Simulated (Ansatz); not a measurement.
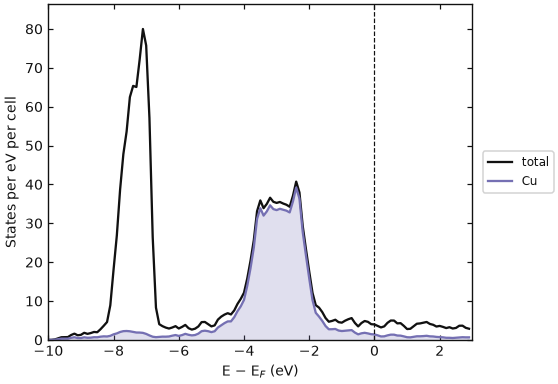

Density of states. Energies are counted from the Fermi level. The partial curves are projected on Löwdin-orthogonalised atomic shells; they sum to less than the total at higher energies, where shells without a projector contribute.

The Ansatz input:

```
crystal:
  lattice:
    - [6.188853, -0.048529, -0.04034]
    - [-0.047068, 6.175834, 0.012127]
    - [-0.01393, -0.004131, 5.164671]
  atoms:
    - { symbol: Zn, position: [0.5203378083, 0.9524965928, 0.3811788262] }
    - { symbol: Zn, position: [0.1885277693, 0.7533749178, 0.6388482842] }
    - { symbol: Zn, position: [0.9341239708, 0.0031867941, 0.9012385839] }
    - { symbol: Zn, position: [0.4596275077, 0.5126623739, 0.3928712254] }
    - { symbol: Zn, position: [0.2441281916, 0.209953526, 0.6550110245] }
    - { symbol: Zn, position: [0.4594806285, 0.5188055787, 0.8978607384] }
    - { symbol: Zn, position: [0.0994183648, 0.3552180115, 0.1700656519] }
    - { symbol: Cu, position: [0.2022968922, 0.7657255364, 0.1412948594] }
    - { symbol: Cu, position: [0.5166570886, 0.9440329482, 0.8888726494] }
    - { symbol: Cu, position: [0.7029219717, 0.2644166624, 0.6428259675] }
    - { symbol: Cu, position: [0.7988994441, 0.6644180504, 0.1518865917] }
    - { symbol: Cu, position: [0.7004949716, 0.2629121627, 0.1400193633] }
    - { symbol: Cu, position: [0.9430113865, 0.0065176264, 0.3966192476] }
    - { symbol: Cu, position: [0.7849832939, 0.674549911, 0.6477475654] }
basis:
  ecutwfc: 420
kpoints:
  mp_grid: { grid: [6, 6, 7] }
hamiltonian:
  xc: pbe
scf:
  occupations: { method: gaussian, width: 0.1 }
  n_extra_bands: 8
output:
  forces: true
  stress: true
  eigenvalues: true
  populations: true
  dos:
    method: { smearing: { sigma: 0.1, scheme: gaussian } }
    projected: true
    de: 0.02
  write_density: true
  write_potential: true
  elf: true
  volumetric_format: npy
```

Run as:
```bash
ansatz run input.yaml --threads 2 --pin off --max-ram 4096MiB --backend cpu --events-out ev --progress --plain --runs-dir out
```

**What is the density of states at the Fermi level?**

It is a metal. The density of states at the Fermi level is about 3.9 per eV and cell (mean within 0.25 eV), or 0.28 per atom.

**Where is the tallest peak in the window, and which states make it?**

The tallest peak in the window is at −7.1 eV; by projected weight it is Zn almost alone.
